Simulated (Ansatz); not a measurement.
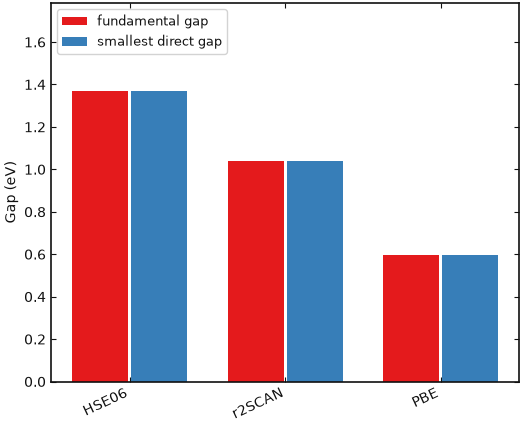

Gaps of InP, space group I-4m2 (No. 119), 2 atoms in the cell, zincblende type, uniaxial (z) strain −0.5%, at several levels of theory on one cell (Ansatz, plane waves and PAW; edges over the mesh and the special points).

> How does the gap depend on the level, and does its kind change?

In rising order: PBE 0.60 eV, r2SCAN 1.04 eV and HSE06 1.37 eV. It is direct at every level.
